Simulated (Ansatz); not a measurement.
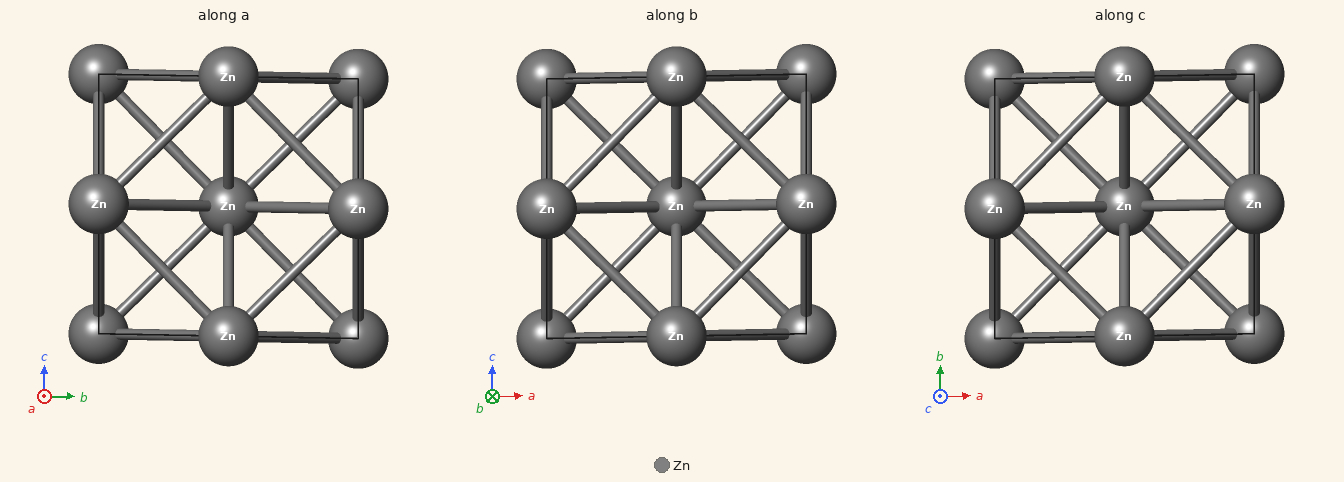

Shown here is a ball-and-stick view of the crystal, taken along the a axis, along the b axis and along the c axis. The lines enclose the drawn cell (a repeat of the simulation cell); boundary atoms appear with their images.

Lattice parameters: a = 3.9295 Å, b = 3.9295 Å, c = 3.9295 Å, α = 91.046°, β = 88.954°, γ = 88.954°.

> Give the structure in the form of a CIF in P1 with every atom of the cell.

```cif
data_structure
_symmetry_space_group_name_H-M 'P 1'
_symmetry_Int_Tables_number 1
_cell_length_a 3.9295
_cell_length_b 3.9295
_cell_length_c 3.9295
_cell_angle_alpha 91.046
_cell_angle_beta 88.954
_cell_angle_gamma 88.954
_cell_volume 60.65
loop_
_atom_site_label
_atom_site_type_symbol
_atom_site_fract_x
_atom_site_fract_y
_atom_site_fract_z
_atom_site_occupancy
Zn1 Zn 0.5000 0.0000 0.0000 1
Zn2 Zn 0.0000 0.0000 0.5000 1
Zn3 Zn 0.0000 0.5000 0.0000 1
Zn4 Zn 0.5000 0.5000 0.5000 1
```

The model was built from a structure type filled with this element by a generator (whether the element takes this form wasn't checked). The geometry is the end of a relaxation with Ansatz 0.2.0, DFT PBE, scalar-relativistic, plane waves, PAW.
